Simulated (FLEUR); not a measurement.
## Ti: 7 runs along one coordinate

System: Ti (Im-3m, 1 atom in the cell).
Method: Kohn-Sham DFT of a periodic cell, PBEsol, all-electron, no spin polarisation (FLEUR MaX-R8.1 (later development tree)).

The 7 runs differ only in the geometry, by an even scaling of the cell at fixed fractional positions. The structure derives from an entry of the Crystallography Open Database.

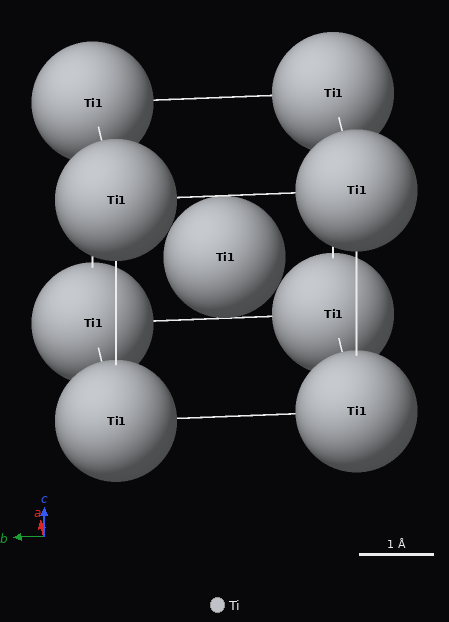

Figure 1. The structure of run 4 (spheres-only view of the cell 2 times as large as that of the calculation, set on its symmetry axes, seen at an oblique angle; atoms are numbered from 1 in the order of the input). An atom can appear more than once, as a periodic image.

### Input of run 4
```
<?xml version="1.0" encoding="UTF-8" standalone="no"?>
<fleurInput fleurInputVersion="0.39">
   <comment>
      Ti                                                                                                  
   </comment>
   <calculationSetup>
      <cutoffs Kmax="4.1" Gmax="12.7" GmaxXC="12.7" numbands="0"/>
      <scfLoop itmax="60" minDistance="0.00001" maxIterBroyd="15" imix="Anderson" alpha="0.05" precondParam="0.0" spinf="2.0" sdNocoIR="T"/>
      <coreElectrons ctail="T" frcor="F" kcrel="0" coretail_lmax="0"/>
      <xcFunctional name="PBEs" relativisticCorrections="F"/>
      <magnetism jspins="1"/>
      <soc l_soc="F" theta="0.0" phi="0.0" spav="F"/>
      <expertModes spex="0" secvar="F"/>
      <geometryOptimization l_f="T" forcealpha="1.0" forcemix="BFGS" epsdisp="0.0005" epsforce="0.0002"/>
      <ldaU l_linMix="F" mixParam="0.05" spinf="1.0"/>
   </calculationSetup>
   <cell>
      <bzIntegration valenceElectrons="12.0" mode="hist" fermiSmearingEnergy="0.00183747">
         <kPointListSelection listName="default-1"/>
         <!-- k-points included here -->
         <xi:include xmlns:xi="http://www.w3.org/2001/XInclude" href="kpts.xml"> </xi:include>
      </bzIntegration>
      <!-- symmetry operations included here -->
      <xi:include xmlns:xi="http://www.w3.org/2001/XInclude" href="sym.xml"> </xi:include>
      <bulkLattice scale="1.0">
         <bravaisMatrix>
            <row-1>   -3.1010405704685997     3.1010405704685997     3.1010405704685997</row-1>
            <row-2>    3.1010405704685997    -3.1010405704685997     3.1010405704685997</row-2>
            <row-3>    3.1010405704685997     3.1010405704685997    -3.1010405704685997</row-3>
         </bravaisMatrix>
      </bulkLattice>
   </cell>
   <atomSpecies>
      <species name="Titanium (Ti)" element="Ti" atomicNumber="22">
         <mtSphere radius="2.44" gridPoints="823" logIncrement="0.015"/>
         <atomicCutoffs lmax="10" lnonsphr="10"/>
         <electronConfig flipSpins="F">
            <coreConfig>(1s1/2) (2s1/2) (2p1/2) (2p3/2)</coreConfig>
            <valenceConfig>(3s1/2) (3p1/2) (3p3/2) (4s1/2) (3d3/2) (3d5/2)</valenceConfig>
            <stateOccupation state="(3d3/2)" spinUp="0.400000" spinDown="0.400000"/>
            <stateOccupation state="(3d5/2)" spinUp="0.600000" spinDown="0.600000"/>
         </electronConfig>
         <energyParameters s="4" p="4" d="3" f="4"/>
         <lo type="SCLO" l="0" n="3" eDeriv="0"/>
         <lo type="SCLO" l="1" n="3" eDeriv="0"/>
         <lo type="SCLO" l="1" n="3" eDeriv="1"/>
         <lo type="SCLO" l="2" n="3" eDeriv="2"/>
         <lo type="SCLO" l="3" n="4" eDeriv="2"/>
      </species>
   </atomSpecies>
   <atomGroups>
      <atomGroup species="Titanium (Ti)">
         <relPos label="                   1">.0000000000 .0000000000 .0000000000</relPos>
         <force calculate="T" relaxXYZ="TTT"/>
      </atomGroup>
   </atomGroups>
   <output dos="F" band="F" slice="F">
      <checks vchk="F" cdinf="F"/>
      <bandDOS minEnergy="-.5*Htr" maxEnergy="0.5*Htr" sigma="0.015" storeEVData="T"/>
      <vacuumDOS vacdos="F" integ="F" star="F" nstars="0" locx1="0.0" locy1="0.0" locx2="0.0" locy2="0.0" nstm="0" tworkf="0.0"/>
      <unfoldingBand unfoldBand="F" supercellX="1" supercellY="1" supercellZ="1"/>
      <plotting iplot="0" polar="F">
         <plot TwoD="T" vec1="  1.0  0.0  0.0" vec2="  0.0  1.0  0.0" vec3="  0.0  0.0  1.0" zero="  0.0  0.0  0.0" file="plot"/>
      </plotting>
      <chargeDensitySlicing numkpt="0" minEigenval="0.0" maxEigenval="0.0" nnne="0" pallst="F"/>
      <specialOutput eonly="F"/>
      <moessbauerParams electricFieldGradient="T" isomerShift="T" coreHyperfine="T" valenceHyperfine="T"/>
      <magneticCircularDichroism mcd="F" energyLo="-10.0" energyUp="0.0"/>
   </output>
  <!-- We include the file relax.xml here to enable relaxations (see documentation) -->
  <xi:include xmlns:xi="http://www.w3.org/2001/XInclude" href="relax.xml"> <xi:fallback/> </xi:include>
</fleurInput>
```

Command:
```bash
inpgen -f crystal.txt -profile fastHighL; fleur_MPI
```

Run 6 has the same physical settings and fractional positions; its lattice vectors (Å) are:
```
  -1.662595    1.662595    1.662595
   1.662595   -1.662595    1.662595
   1.662595    1.662595   -1.662595
```

### Results, with one run withheld

| run | volume per atom (Å³) | free energy per atom, from the lowest run given (meV) |
| --- | --- | --- |
| 1 | 16.616 | 0.00 |
| 2 | 16.969 | 3.92 |
| 3 | 17.323 | 12.56 |
| 4 | 17.676 | 25.49 |
| 5 | 18.030 | 42.32 |
| 6 | 18.383 | ? |
| 7 | 18.737 | 86.31 |

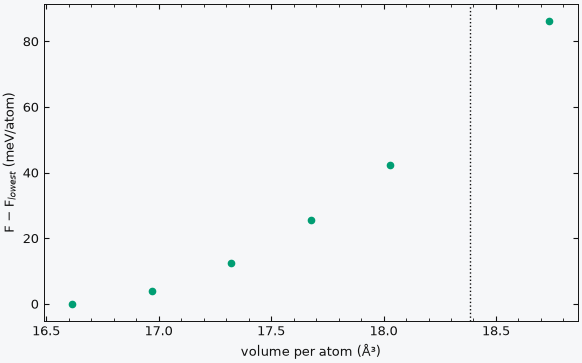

Figure 2. Free energy per atom of the runs given; the dotted line marks run 6.

Fit the runs given and predict run 6.

A cubic polynomial in V^(−2/3) (the Birch–Murnaghan form), fitted to the 6 runs given, misses them by at most 0.01 meV per atom. With x = V^(−2/3) − 0.14816 Å⁻², it reads F = 19.83 − 6704.2 x + 5.67e+05 x² − 9.6919e+05 x³ (meV per atom). At run 6 it gives 62.67 meV per atom, and the run itself gives 62.70. The fit has no minimum inside this range.

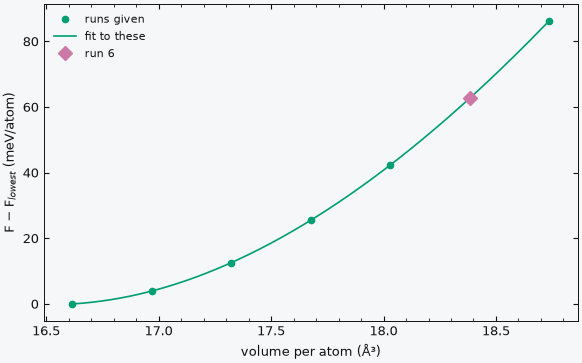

Figure 3. The fit and the withheld run.

### Output (run 6)
```
Welcome to FLEUR        (www.flapw.de)
      MaX-Release 8.1          (www.max-centre.eu)

 ========== k-point set info ==========
 Selected k-point list: default-1
 k-point list type: mesh
 11 x 11 x 11
 Number of k points: 56

 ------------Calculation Setup---------------------------
 Number of MPI-tasks      :            1
 Number of PE/node        :            1
 Number of OMP-threads    :            1
 Most efficient MPI parallelization for:
           1           2           4           7           8          14          28          56
 Additional eigenvalue parallelization possible
 Number of basis functions:          185
 Approximate size of matrices (H+S) per k-point:         0.001 GB
 --------------------------------------------------------

 Iteration:     1   Distance:       7.01071019 me/bohr^3

 Iteration:     2   Distance:       6.09134541 me/bohr^3

 Iteration:     3   Distance:       1.70354835 me/bohr^3

 Iteration:     4   Distance:       1.61739695 me/bohr^3

 Iteration:     5   Distance:       0.43734988 me/bohr^3

 Iteration:     6   Distance:       0.24476689 me/bohr^3

 Iteration:     7   Distance:       0.02745715 me/bohr^3

 Iteration:     8   Distance:       0.00310154 me/bohr^3

 Iteration:     9   Distance:       0.00248285 me/bohr^3

 Iteration:    10   Distance:       0.00001805 me/bohr^3

 Iteration:    11   Distance:       0.00008142 me/bohr^3

 Iteration:    12   Distance:       0.00000372 me/bohr^3

 ********************************************************************
 Run finished successfully
 Stop message:
   all done
 ********************************************************************
```
